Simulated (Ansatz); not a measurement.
## Ni: a changed input and its effect

System: Ni (P6/mmm, 3 atoms in the cell).
Method of the first run: DFT, PBEsol, plane waves (420 eV) with PAW, scalar-relativistic, spin-polarised (Ansatz 0.2.0).

Text and figures count atoms from 1; the logs count them from 0 in places.

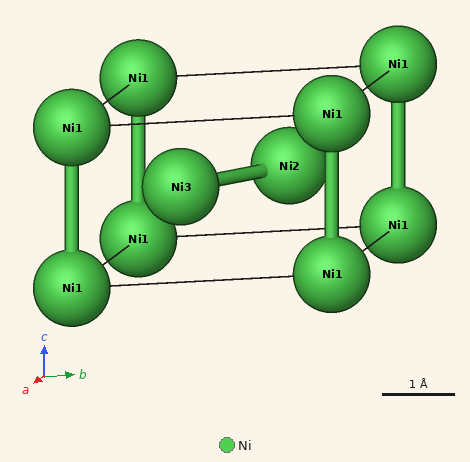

**Figure 1.** The structure as given in the input (ball-and-stick view of the cell of the calculation, seen slightly off an axis; atoms are numbered from 1 in the order of the input).

**Input, the first run**
```yaml
crystal:
  lattice:
    - [3.7639089851, 0.0, 0.0]
    - [-1.8819544926, 3.2596407987, 0.0]
    - [0.0, 0.0, 2.2794089607]
  atoms:
    - { symbol: Ni, position: [1.0, 1.0, 0.0], spin: 0.623 }
    - { symbol: Ni, position: [0.3333333333, 0.6666666667, 0.5], spin: 0.671 }
    - { symbol: Ni, position: [0.6666666667, 0.3333333333, 0.5], spin: 0.671 }
hamiltonian:
  xc: pbesol
  pseudopotentials:
    kind: paw
    azcp:
      Ni: "pseudopotentials/Ni.paw.azcp"
basis:
  ecutwfc: 420
  fft_grid_basis: typed
kpoints:
  mp_grid: { grid: [10, 10, 15], shift: [0, 0, 0] }
magnetization:
  spin_polarized: true
scf:
  occupations: { method: fermi_dirac, width: 0.05 }
  lower_state_search: "off"
output:
  stress: true
```

Hardware: 2 threads of an x86-64 CPU, shared host.

**Output, shortened to warnings, some set-up lines, iterations and results (the first run)**
```
Warning: [file] the record states the generating functional pbe (its physics header spells it `PBE`), which answers neither for hamiltonian.xc's functional nor for the pbesol family's — results may be inconsistent (PPs are generated against a specific XC)
Basis set: ecut = 420 eV, 547 PW (Γ)
Symmetry: 24 space group operations
k-points: 112 of 1500
Initial density: superposition of atomic densities (chi_scale 0.1, normalization cell)
[...]
SCF iter   1: F=—  HF=-17414.120151 eV  |F-HF|=—  |Δ(HF+E_count)|=         —  Δρ=3.16e-2 (↑1.18e-2 ↓3.16e-2)  dr2=2.38e-1  dr2_m=4.20e-2  M=1.685 μB ∫|m|=1.736 μB  β_m=0.30  …
SCF iter   2: F=—  HF=-17414.115211 eV  |F-HF|=—  |Δ(HF+E_count)|=   4.94e-3  Δρ=3.47e-2 (↑1.71e-2 ↓3.47e-2)  dr2=4.63e-1  dr2_m=3.37e-2  M=1.583 μB ∫|m|=1.657 μB  β_m=0.30  …
SCF iter   3: F=—  HF=-17414.136702 eV  |F-HF|=—  |Δ(HF+E_count)|=   2.15e-2  Δρ=4.28e-2 (↑1.70e-2 ↓4.28e-2)  dr2=7.39e-1  dr2_m=6.67e-2  M=1.671 μB ∫|m|=1.764 μB  β_m=0.30  …
SCF iter   4: F=—  HF=-17414.117740 eV  |F-HF|=—  |Δ(HF+E_count)|=   1.90e-2  Δρ=8.37e-3 (↑5.97e-3 ↓8.37e-3)  dr2=8.87e-3  dr2_m=4.53e-3  M=1.618 μB ∫|m|=1.724 μB  β_m=0.30  …
SCF iter   5: F=—  HF=-17414.134282 eV  |F-HF|=—  |Δ(HF+E_count)|=   1.65e-2  Δρ=4.21e-3 (↑4.21e-3 ↓3.68e-3)  dr2=5.68e-3  dr2_m=2.05e-3  M=1.606 μB ∫|m|=1.723 μB  β_m=0.30  …
[... 12 lines ...]
SCF iter  18: F=—  HF=-17414.138174 eV  |F-HF|=—  |Δ(HF+E_count)|=   6.77e-8  Δρ=8.53e-5 (↑4.67e-5 ↓8.53e-5)  dr2=3.00e-6  dr2_m=2.60e-7  M=1.640 μB ∫|m|=1.800 μB  β_m=0.47  …
SCF iter  19: F=—  HF=-17414.138174 eV  |F-HF|=—  |Δ(HF+E_count)|=   2.81e-7  Δρ=2.72e-5 (↑4.45e-6 ↓2.72e-5)  dr2=2.01e-7  dr2_m=4.53e-8  M=1.640 μB ∫|m|=1.801 μB  β_m=0.74  …
SCF iter  20: F=—  HF=-17414.138174 eV  |F-HF|=—  |Δ(HF+E_count)|=   1.27e-9  Δρ=1.90e-5 (↑4.11e-6 ↓1.90e-5)  dr2=1.22e-7  dr2_m=1.62e-8  M=1.640 μB ∫|m|=1.801 μB  β_m=0.85  …
SCF iter  21: F=-17414.138174 eV  HF=-17414.138174 eV  |F-HF|=3.03e-9  |Δ(HF+E_count)|=   4.36e-9  Δρ=2.83e-6 (↑9.61e-7 ↓2.83e-6)  dr2=3.22e-9  dr2_m=2.78e-10  M=1.640 μB …
SCF 1 converged in 21 iterations: F = -17414.138174 eV  dr2 = 3.22e-9
SCF converged after 21 iterations
Magnetization: 1.6400 μB (27.8200 up, 26.1800 down)
Absolute magnetization: 1.8025 μB (∫|ρ↑−ρ↓|, with the PAW one-centre terms)
Spin contamination: 0.0103 ħ² per cell (⟨S²⟩ above its minimum at these occupations)
Per-site moments (μB) at R_I (Å): [(0.5700282013656532, 0.9402561962887501), (0.572419394130529, 0.8964012196327519), (0.5724193941305289, 0.8964012196327519)]
Free energy (F): -17414.138174 eV
Harris-Foulkes:  -17414.138174 eV  (|F-HF|=3.03e-9)
Internal energy: -17414.094100 eV  (E = F + TS)
E sigma→0 (E₀):  -17414.116137 eV
Entropy (-TS):   -0.044074 eV (-14.691 meV/atom)
Fermi energy:    21.786429 eV
--- Per-component energies (eV) ---
  E_band       = -671.213710
  E_kinetic    = 858.757727
  E_local      = -9565.830916  (includes V_loc(G=0)·N_el)
  E_nonlocal   = 1908.222251
  E_hartree    = 4013.275186
  E_xc         = -258.425760
  E_vxc        = -334.624526  (∫ρ·V_xc dr)
  E_paw        = -4781.847418  (= ΣΔE_a)
  E_vpaw       = -1564.290476  (= ΣTr[D̂ρ^β])
  E_aug_tail   = 0.001434  (compensation charges beyond the density's cutoff)
  E_ewald      = -9588.838471
  E_core_change = 0.591867  (= ΣΔE_core)
  E_smearing   = -0.044074  (= −TS)
  E_closure    = -0.000000  (closes the sum)
  Σ components = -17414.138174   (vs F -17414.138174, Δ=0.00e0)
--- Stress (GPa, compression-positive) ---
       38.598100       0.000000      -0.000000
        0.000000      38.598100      -0.000000
       -0.000000      -0.000000      36.347648
  P = ⅓ Tr σ = 37.8479 GPa (378.479 kbar)
```

For the second run the input was changed thus:
```diff
-    - [3.7639089851, 0.0, 0.0]
-    - [-1.8819544926, 3.2596407987, 0.0]
-    - [0.0, 0.0, 2.2794089607]
+    - [4.0298245752, 0.0, 0.0]
+    - [-2.0149122876, 3.4899304549, 0.0]
+    - [0.0, 0.0, 2.4404464303]
```

How does the second run compare with the first run?

With the same functional and potentials, the second run lies 92.7 meV per atom lower. The net moment of the cell goes from 1.64 to 1.95 μB. The pressure goes from 37.85 to −14.01 GPa. The volume per atom goes from 9.32 to 11.44 Å³. The SCF takes 22 iterations against 21. The plane waves at Γ go from 547 to 669.

**Output, shortened to warnings, some set-up lines, iterations and results (the second run)**
```
Warning: [file] the record states the generating functional pbe (its physics header spells it `PBE`), which answers neither for hamiltonian.xc's functional nor for the pbesol family's — results may be inconsistent (PPs are generated against a specific XC)
Basis set: ecut = 420 eV, 669 PW (Γ)
Symmetry: 24 space group operations
k-points: 112 of 1500
Initial density: superposition of atomic densities (chi_scale 0.1, normalization cell)
[...]
SCF iter   1: F=—  HF=-17414.376569 eV  |F-HF|=—  |Δ(HF+E_count)|=         —  Δρ=2.49e-2 (↑2.49e-2 ↓2.18e-2)  dr2=2.30e-1  dr2_m=6.28e-2  M=1.834 μB ∫|m|=1.905 μB  β_m=1.00  …
SCF iter   2: F=—  HF=-17414.397819 eV  |F-HF|=—  |Δ(HF+E_count)|=   2.12e-2  Δρ=3.59e-2 (↑1.42e-2 ↓3.59e-2)  dr2=4.95e-1  dr2_m=7.12e-2  M=1.807 μB ∫|m|=1.971 μB  β_m=0.30  …
SCF iter   3: F=—  HF=-17414.544852 eV  |F-HF|=—  |Δ(HF+E_count)|=   1.47e-1  Δρ=1.01e-1 (↑2.68e-2 ↓1.01e-1)  dr2=4.96e0  dr2_m=4.61e-1  M=1.890 μB ∫|m|=2.072 μB  β_m=0.30  …
SCF iter   4: F=—  HF=-17414.405596 eV  |F-HF|=—  |Δ(HF+E_count)|=   1.39e-1  Δρ=1.09e-2 (↑1.09e-2 ↓4.63e-3)  dr2=2.13e-2  dr2_m=1.53e-2  M=1.864 μB ∫|m|=2.053 μB  β_m=0.30  …
SCF iter   5: F=—  HF=-17414.408142 eV  |F-HF|=—  |Δ(HF+E_count)|=   2.55e-3  Δρ=1.67e-2 (↑5.11e-3 ↓1.67e-2)  dr2=4.45e-2  dr2_m=3.47e-2  M=1.872 μB ∫|m|=2.069 μB  β_m=0.30  …
[... 13 lines ...]
SCF iter  19: F=—  HF=-17414.416346 eV  |F-HF|=—  |Δ(HF+E_count)|=   9.58e-8  Δρ=3.28e-5 (↑1.52e-5 ↓3.28e-5)  dr2=4.78e-7  dr2_m=5.42e-8  M=1.948 μB ∫|m|=2.192 μB  β_m=0.79  …
SCF iter  20: F=-17414.416346 eV  HF=-17414.416346 eV  |F-HF|=9.05e-8  |Δ(HF+E_count)|=   3.73e-8  Δρ=1.58e-5 (↑2.79e-6 ↓1.58e-5)  dr2=9.65e-8  dr2_m=1.48e-8  M=1.948 μB …
SCF iter  21: F=—  HF=-17414.416346 eV  |F-HF|=—  |Δ(HF+E_count)|=   2.47e-9  Δρ=1.77e-5 (↑4.51e-6 ↓1.77e-5)  dr2=1.44e-7  dr2_m=1.38e-8  M=1.948 μB ∫|m|=2.192 μB  β_m=0.59  …
SCF iter  22: F=-17414.416346 eV  HF=-17414.416346 eV  |F-HF|=2.09e-9  |Δ(HF+E_count)|=   4.96e-9  Δρ=2.16e-6 (↑8.99e-7 ↓2.16e-6)  dr2=2.12e-9  dr2_m=1.42e-10  M=1.948 μB …
SCF 1 converged in 22 iterations: F = -17414.416346 eV  dr2 = 2.12e-9
SCF converged after 22 iterations
Magnetization: 1.9479 μB (27.9739 up, 26.0261 down)
Absolute magnetization: 2.1945 μB (∫|ρ↑−ρ↓|, with the PAW one-centre terms)
Spin contamination: 0.0210 ħ² per cell (⟨S²⟩ above its minimum at these occupations)
Per-site moments (μB) at R_I (Å): [(0.6581154372874022, 1.00668415249875), (0.7025955655436794, 0.9597308750999799), (0.7025955655436791, 0.9597308750999799)]
Free energy (F): -17414.416346 eV
Harris-Foulkes:  -17414.416346 eV  (|F-HF|=2.09e-9)
Internal energy: -17414.362005 eV  (E = F + TS)
E sigma→0 (E₀):  -17414.389175 eV
Entropy (-TS):   -0.054341 eV (-18.114 meV/atom)
Fermi energy:    16.875939 eV
--- Per-component energies (eV) ---
  E_band       = -911.838109
  E_kinetic    = 844.807811
  E_local      = -10585.388723  (includes V_loc(G=0)·N_el)
  E_nonlocal   = 1911.946874
  E_hartree    = 4407.573479
  E_xc         = -251.568386
  E_vxc        = -325.503260  (∫ρ·V_xc dr)
  E_paw        = -4786.225583  (= ΣΔE_a)
  E_vpaw       = -1572.849311  (= ΣTr[D̂ρ^β])
  E_aug_tail   = 0.001500  (compensation charges beyond the density's cutoff)
  E_ewald      = -8956.100843
  E_core_change = 0.591867  (= ΣΔE_core)
  E_smearing   = -0.054341  (= −TS)
  E_closure    = -0.000000  (closes the sum)
  Σ components = -17414.416346   (vs F -17414.416346, Δ=0.00e0)
--- Stress (GPa, compression-positive) ---
      -14.238256      -0.000000       0.000000
       -0.000000     -14.238256       0.000000
        0.000000       0.000000     -13.566497
  P = ⅓ Tr σ = -14.0143 GPa (-140.143 kbar)
```

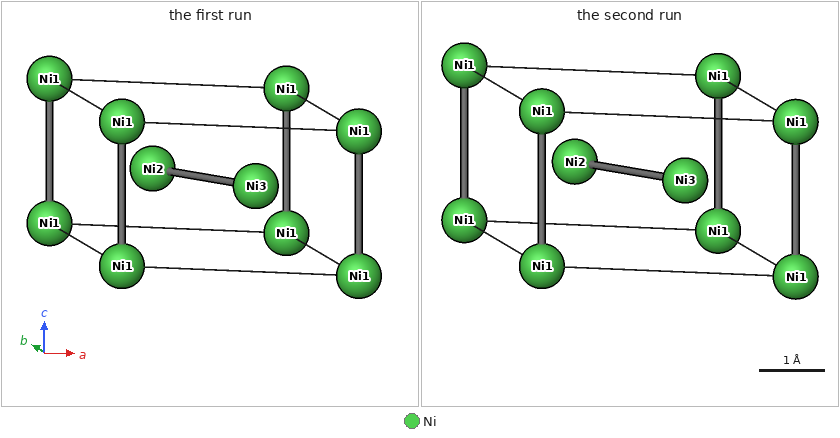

**Figure 2.** The two input geometries at one scale (ball-and-stick view of the cell of the calculation, seen slightly off an axis). No atom moves by more than 0.005 Å relative to the cell. The drawn cell changes as follows: a = b 3.764 → 4.030 Å (+7.1 %), c 2.279 → 2.440 Å (+7.1 %); the volume changes by +22.7 %. Among the contacts that change: Ni1–Ni1 2.279 → 2.440 Å, Ni2–Ni3 2.173 → 2.327 Å.

**The two runs side by side**

| quantity | the first run | the second run |
| --- | --- | --- |
| outcome | converged | converged |
| free energy per atom (eV) | −5804.7127 | −5804.8054 |
| energy per atom, smearing taken to zero (eV) | −5804.7054 | −5804.7964 |
| net moment of the cell (μB) | 1.64 | 1.95 |
| absolute moment of the cell (μB) | 1.80 | 2.19 |
| pressure (GPa) | 37.85 | −14.01 |
| volume per atom (Å³) | 9.32 | 11.44 |
| SCF iterations | 21 | 22 |
| irreducible k-points | 112 | 112 |
| plane waves at Γ | 547 | 669 |
| wall time (shared host) | 7.3 s | 11 s |

For both runs: Warnings: the PAW datasets were made with another functional. For the first run: The cell is under a pressure of 38 GPa at this level, so it is not at its equilibrium volume. For the second run: The cell is under a tension of 14.0 GPa at this level, so it is not at its equilibrium volume.
